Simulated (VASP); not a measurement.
## Band-structure run of SrTiO₃ (part 2 of 2)

Continued. System: SrTiO₃ (P4/mmm, 5 atoms in the cell). Method: Kohn-Sham DFT of a periodic cell, LDA, VASP PAW LDA potentials, recommended, no spin polarisation (VASP 6.6.1); cutoff 520 eV, 8×8×8 k-mesh, Gaussian smearing of 0.02 eV. The structure was built on a prototype by a generator; it need not be a known phase. The run did not end well.

Geometry of the input (Å; fractional positions):
```
4.0281  0.0000  0.0000
0.0000  4.0281  0.0000
0.0000  0.0000  3.7761
Sr 0.0000  0.0000  0.0000
Ti 0.5000  0.5000  0.5000
O  0.5000  0.5000  0.0000
O  0.5000  0.0000  0.5000
O  0.0000  0.5000  0.5000
```

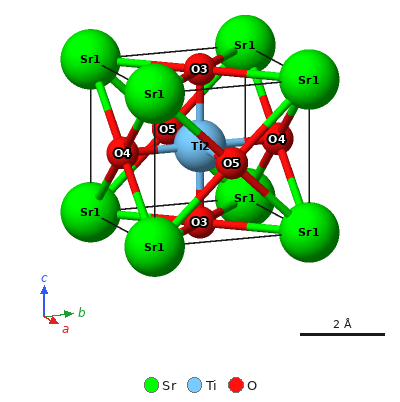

The structure as given in the input (ball-and-stick view of the cell of the calculation, seen slightly off an axis; atoms are numbered from 1 in the order of the input).

**Parts of OUTCAR, continued**
```
   k-points           NKPTS =     75   k-points in BZ     NKDIM =     75   number of bands    NBANDS=     28
   number of dos      NEDOS =    301   number of ions     NIONS =      5
   total plane-waves  NPLWV =  25200
   dimension x,y,z NGX =    30 NGY =   30 NGZ =   28
   dimension x,y,z NGXF=    60 NGYF=   60 NGZF=   56
   ions per type =               1   1   3
   NGX,Y,Z   is equivalent  to a cutoff of  12.38, 12.38, 12.33 a.u.
   NGXF,Y,Z  is equivalent  to a cutoff of  24.76, 24.76, 24.65 a.u.
 SYSTEM =  unknown system
   PREC   = accura    normal or accurate (medium, high low for compatibility)
   ISTART =      0    job   : 0-new  1-cont  2-samecut
   ICHARG =      2    charge: 1-file 2-atom 10-const
   ISPIN  =      1    spin polarized calculation?
   LNONCOLLINEAR =      F non collinear calculations
   LSORBIT =      F    spin-orbit coupling
   LASPH  =      T    aspherical Exc in radial PAW
   ENCUT  =  520.0 eV  38.22 Ry    6.18 a.u.   7.49  7.49  7.02*2*pi/ulx,y,z
   NELM   =     60;   NELMIN=  2; NELMDL= -5     # of ELM steps
   EDIFF  = 0.1E-05   stopping-criterion for ELM
   LREAL  =      F    real-space projection
   EDIFFG = 0.1E-04   stopping-criterion for IOM
   NSW    =      0    number of steps for IOM
   IBRION =     -1    ionic relax: 0-MD 1-quasi-New 2-CG
   NFREE  =      0    steps in history (QN), initial steepest desc. (CG)
   ISIF   =      2    stress and relaxation
   ISYM   =      2    0-nonsym 1-usesym 2-fastsym
   POTIM  = 0.5000    time-step for ionic-motion
   TEBEG  =    0.0;   TEEND  =   0.0 temperature during run
   PSTRESS=    0.0 pullay stress
   NELECT =      40.0000    total number of electrons
   NUPDOWN=      -1.0000    fix difference up-down
   EMIN   =  10.00;   EMAX   =-10.00  energy-range for DOS
   EFERMI =   0.00;   METHOD = LEGACY
   ISMEAR =     0;   SIGMA  =   0.02  broadening in eV -4-tet -1-fermi 0-gaus
   EFERMI_NEDOS =   21; number of points for ismear=-14 and -15
   IALGO  =     68    algorithm
   IMIX   =      4    mixing-type and parameters
     AMIX     =   0.40;   BMIX     =  1.00
     AMIX_MAG =   1.60;   BMIX_MAG =  1.00
  volume/ion in A,a.u.               =      12.25        82.69
  Fermi-wavevector in a.u.,A,eV,Ry     =   1.420194  2.683777 27.442282  2.016951
  Thomas-Fermi vector in A             =   2.541135
   LORBIT       =      0    0 simple, 1 ext, 2 COOP (PROOUT), +10 PAW based schemes
   GGA     = CA    functional components
   LHFCALC =     F    Hartree Fock is set to
   AEXX    =    0.0000 exact exchange contribution
   IVDW    =     0    specifies the selected vdW correction
   LEPSILON=     F    determine dielectric tensor
   LRPA    =     F    only Hartree local field effects (RPA)
 non-spin polarized calculation
 RMM-DIIS sequential band-by-band and
 Gauss-broadening in eV      SIGMA  =   0.02
  energy-cutoff  :      520.00
  volume of cell :       61.27
 maximum number of plane-waves:      1670
 NGX is ok and might be reduce to    30
   NGX = 15   NGY = 15   NGZ = 15

 number of electron      39.9999976 magnetization

 Free energy of the ion-electron system (eV)
  ---------------------------------------------------
  ext. energy  EPLUGINS =         0.00000000
  ---------------------------------------------------
  free energy    TOTEN  =       -43.93076470 eV

  energy without entropy =      -43.93076470  energy(sigma->0) =      -43.93076470

 E-fermi :   3.8907     XC(G=0): -11.6467     alpha+bet :-13.6213

 val. band max:        3.6635626162   @ k =   0.5000   0.5000   0.5000
 cond. band min:       5.2775515758   @ k =   0.0000   0.0000   0.0000
 fundamental gap:      1.6139889597
 Fermi energy:         3.8907168056

 k-point     1 :       0.0000    0.0000    0.0000
  band No.  band energies     occupation
      1     -52.1812      2.00000
      2     -28.9378      2.00000
      3     -28.8675      2.00000
      4     -28.7981      2.00000
      5     -28.7981      2.00000
      6     -13.4701      2.00000
      7     -12.4714      2.00000
      8     -12.2488      2.00000
      9     -11.0568      2.00000
     10     -11.0568      2.00000
     11     -10.9704      2.00000
     12       0.6898      2.00000
     13       0.6898      2.00000
     14       1.0596      2.00000
     15       2.4413      2.00000
     16       2.4413      2.00000
     17       2.6678      2.00000
     18       3.2538      2.00000
     19       3.2538      2.00000
     20       3.3180      2.00000
     21       5.2776      0.00000
     22       5.3934      0.00000
     23       5.3934      0.00000
     24       7.5491      0.00000
     25       7.9502      0.00000
     26       8.5397      0.00000
     27       9.1320      0.00000
     28       9.4975      0.00000

 k-point     2 :       0.1250    0.0000    0.0000
  band No.  band energies     occupation
      1     -52.1811      2.00000
      2     -28.9469      2.00000
      3     -28.8672      2.00000
      4     -28.7978      2.00000
      5     -28.7934      2.00000
      6     -13.4964      2.00000
      7     -12.4527      2.00000
      8     -12.2795      2.00000
      9     -11.0517      2.00000
     10     -10.9651      2.00000
     11     -10.9330      2.00000
     12       0.5376      2.00000
     13       0.6747      2.00000
     14       1.0549      2.00000
     15       2.2709      2.00000
     16       2.3098      2.00000
     17       2.4839      2.00000
     18       2.7942      2.00000
     19       3.1640      2.00000
     20       3.2244      2.00000
     21       5.4128      0.00000
     22       5.6012      0.00000
     23       5.7006      0.00000
     24       7.7425      0.00000
     25       8.2411      0.00000
     26       8.7853      0.00000
     27       9.3582      0.00000
     28       9.8147      0.00000

 k-point     3 :       0.2500    0.0000    0.0000
  band No.  band energies     occupation
      1     -52.1807      2.00000
      2     -28.9677      2.00000
      3     -28.8665      2.00000
      4     -28.7970      2.00000
      5     -28.7834      2.00000
      6     -13.5817      2.00000
      7     -12.4421      2.00000
      8     -12.2400      2.00000
      9     -11.0393      2.00000
     10     -10.9521      2.00000
     11     -10.6857      2.00000
     12       0.1645      2.00000
     13       0.6388      2.00000
     14       1.0482      2.00000
     15       1.9036      2.00000
     16       1.9213      2.00000
     17       2.0546      2.00000
     18       2.0901      2.00000
     19       3.0439      2.00000
     20       3.0789      2.00000
     21       5.4606      0.00000
     22       6.2542      0.00000
     23       6.3205      0.00000
     24       7.8286      0.00000
     25       9.0205      0.00000
     26       9.3892      0.00000
     27       9.9121      0.00000
     28      10.7578      0.00000

 k-point     4 :       0.3750    0.0000    0.0000
  band No.  band energies     occupation
      1     -52.1804      2.00000
      2     -28.9875      2.00000
      3     -28.8658      2.00000
      4     -28.7963      2.00000
      5     -28.7743      2.00000
      6     -13.6847      2.00000
      7     -12.4508      2.00000
      8     -12.1115      2.00000
      9     -11.0267      2.00000
     10     -10.9391      2.00000
     11     -10.4819      2.00000
     12      -0.2249      2.00000
     13       0.6045      2.00000
     14       1.0553      2.00000
     15       1.3026      2.00000
     16       1.5919      2.00000
     17       1.7451      2.00000
     18       1.7880      2.00000
     19       2.9687      2.00000
     20       2.9714      2.00000
     21       5.5099      0.00000
     22       6.8255      0.00000
     23       6.8597      0.00000
     24       7.8570      0.00000
     25      10.0194      0.00000
     26      10.5017      0.00000
     27      11.6929      0.00000
     28      12.2209      0.00000

 k-point     5 :       0.5000    0.0000    0.0000
  band No.  band energies     occupation
      1     -52.1802      2.00000
      2     -28.9954      2.00000
      3     -28.8655      2.00000
      4     -28.7960      2.00000
      5     -28.7708      2.00000
      6     -13.7296      2.00000
      7     -12.4530      2.00000
      8     -12.0459      2.00000
      9     -11.0215      2.00000
     10     -10.9337      2.00000
     11     -10.4063      2.00000
     12      -0.3930      2.00000
     13       0.5911      2.00000
     14       1.0677      2.00000
     15       1.0816      2.00000
     16       1.4747      2.00000
     17       1.6058      2.00000
     18       1.6909      2.00000
     19       2.9321      2.00000
     20       2.9430      2.00000
     21       5.5307      0.00000
     22       7.0506      0.00000
     23       7.0710      0.00000
     24       7.8649      0.00000
     25      10.3027      0.00000
     26      10.7616      0.00000
     27      12.1306      0.00000
     28      13.5117      0.00000

 [... the levels of 18 k-points are left out ...]

 k-point    24 :       0.5000    0.1250    0.1250
  band No.  band energies     occupation
      1     -52.1797      2.00000
      2     -28.9765      2.00000
      3     -28.8813      2.00000
      4     -28.8026      2.00000
      5     -28.7828      2.00000
      6     -13.5482      2.00000
      7     -12.4013      2.00000
      8     -12.2258      2.00000
      9     -11.0281      2.00000
     10     -10.7710      2.00000
     11     -10.4802      2.00000
     12      -0.4178      2.00000
     13       0.3225      2.00000
     14       0.4884      2.00000
     15       0.8558      2.00000
     16       0.8827      2.00000
     17       2.1885      2.00000
     18       2.1918      2.00000
     19       2.5037      2.00000
     20       2.6640      2.00000
     21       6.1043      0.00000
     22       7.0715      0.00000
     23       7.1195      0.00000
     24       8.5425      0.00000
     25      10.6654      0.00000
     26      11.1124      0.00000
     27      12.1349      0.00000
     28      12.5174      0.00000

 [... further k-points ...]

------------------------ aborting loop EDIFF was not reached (unconverged)  ----------------------------

  FORCE on cell =-STRESS in cart. coord.  units (eV):
  Direction    XX          YY          ZZ          XY          YZ          ZX
  --------------------------------------------------------------------------------------
  -------------------------------------------------------------------------------------
  Total       -5.7625203     -5.7625203     -0.0365352      0.0000000     -0.0000000      0.0000000
  in kB     -150.6889939   -150.6889939     -0.9553893      0.0000000     -0.0000000      0.0000000
  external PRESSURE =    -100.7777924 kB  Pullay stress =       0.0000000 kB

 VOLUME and BASIS-vectors are now :
 -----------------------------------------------------------------------------
  energy-cutoff  :      520.00
  volume of cell :       61.27
      direct lattice vectors                 reciprocal lattice vectors
     4.028083365  0.000000000  0.000000000     0.248257027  0.000000000  0.000000000
     0.000000000  4.028083365  0.000000000     0.000000000  0.248257027  0.000000000
     0.000000000  0.000000000  3.776109833     0.000000000  0.000000000  0.264822806

 POSITION                                       TOTAL-FORCE (eV/Angst)
 -----------------------------------------------------------------------------------
      0.00000      0.00000      0.00000         0.000000      0.000000      0.000000
      2.01404      2.01404      1.88805         0.000000      0.000000      0.000000
      2.01404      2.01404      0.00000         0.000000      0.000000      0.000000
      2.01404      0.00000      1.88805         0.000000      0.000000      0.000000
      0.00000      2.01404      1.88805         0.000000      0.000000      0.000000
 -----------------------------------------------------------------------------------
    total drift:                               -0.000000      0.000000     -0.000000

  FREE ENERGIE OF THE ION-ELECTRON SYSTEM (eV)
  ---------------------------------------------------
  free  energy   TOTEN  =       -43.9307647037 eV

  energy  without entropy=      -43.9307647037  energy(sigma->0) =      -43.93076470
```

**CONTCAR**
```
SrTiO3
   1.00000000000000
     4.0280833649999996    0.0000000000000000    0.0000000000000000
     0.0000000000000000    4.0280833649999996    0.0000000000000000
     0.0000000000000000    0.0000000000000000    3.7761098331000000
  Sr              Ti              O
     1     1     3
Direct
     0.0000000000000000    0.0000000000000000    0.0000000000000000
     0.5000000000000000    0.5000000000000000    0.5000000000000000
     0.5000000000000000    0.5000000000000000    0.0000000000000000
     0.5000000000000000    0.0000000000000000    0.5000000000000000
     0.0000000000000000    0.5000000000000000    0.5000000000000000

  0.00000000E+00  0.00000000E+00  0.00000000E+00
  0.00000000E+00  0.00000000E+00  0.00000000E+00
  0.00000000E+00  0.00000000E+00  0.00000000E+00
  0.00000000E+00  0.00000000E+00  0.00000000E+00
  0.00000000E+00  0.00000000E+00  0.00000000E+00
```

**Outcome**

- outcome: not converged
- space group (tolerance 0.01 Å): P4/mmm (123)
- wall time: 5 min
- peak memory: 0.23 GiB

**Diagnosis**

The run did not converge. Its last values are not results.
